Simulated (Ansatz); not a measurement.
The structure in question:

Space group Amm2 (No. 38). a = 2.680 Å, b = 2.938 Å, c = 5.356 Å, α = 90.00°, β = 90.00°, γ = 90.00°
```
atom  site  symmetry       x       y       z
  Mg    2a       mm2  0.0000  0.0000  0.0000
   O    2b       mm2  0.5000  0.0000  0.3333
```

Characterise the structure given above.

Answer. The structure is one of MgO. The lattice is base-centred orthorhombic and the space group Amm2 (No. 38). The cell holds 4 atoms (2 Mg, 2 O), Z = 2. About every Mg there are six O in a distorted trigonal prismatic arrangement at 2.18 to 2.23 Å. Around each O lie six Mg in a distorted trigonal prismatic arrangement at 2.18 to 2.23 Å. The bonds build a three-dimensional framework.

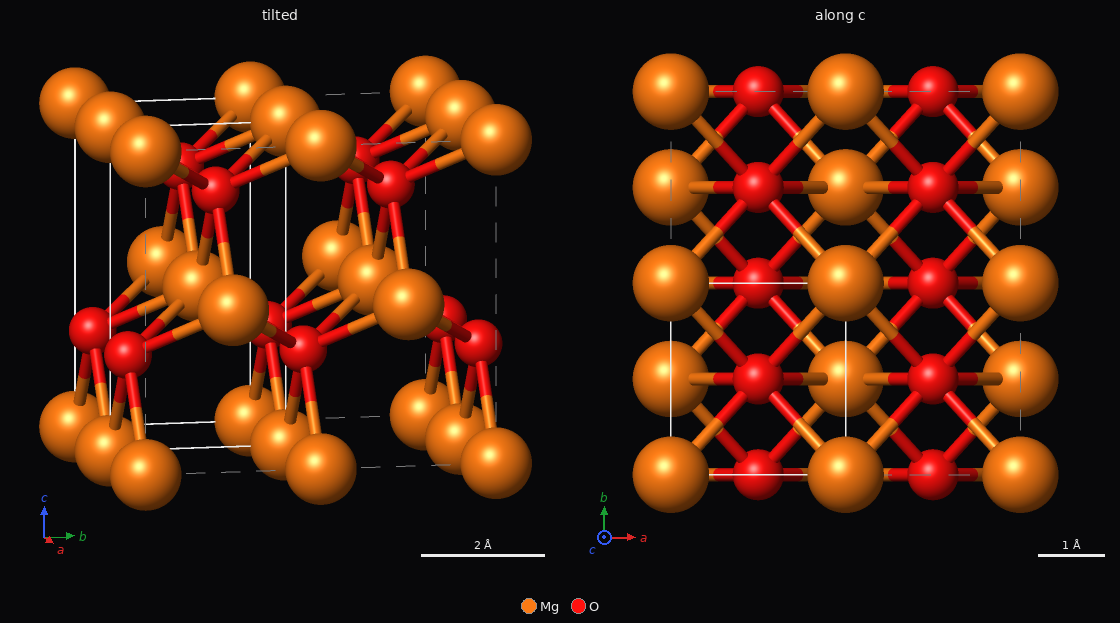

Shown here is a ball-and-stick view of the crystal, taken slightly off an axis and along the c axis. One conventional unit cell is drawn solid; the view covers 2×2×1 cells.

Starting structure: a structure listed in the Materials Project. The cell was then strained or its atoms displaced on purpose. An electronic-structure calculation with Ansatz was run on it.

At this level of theory the cell isn't at rest (stretched, at -14 GPa), so its distances can differ from those at equilibrium, the more so the softer the solid.
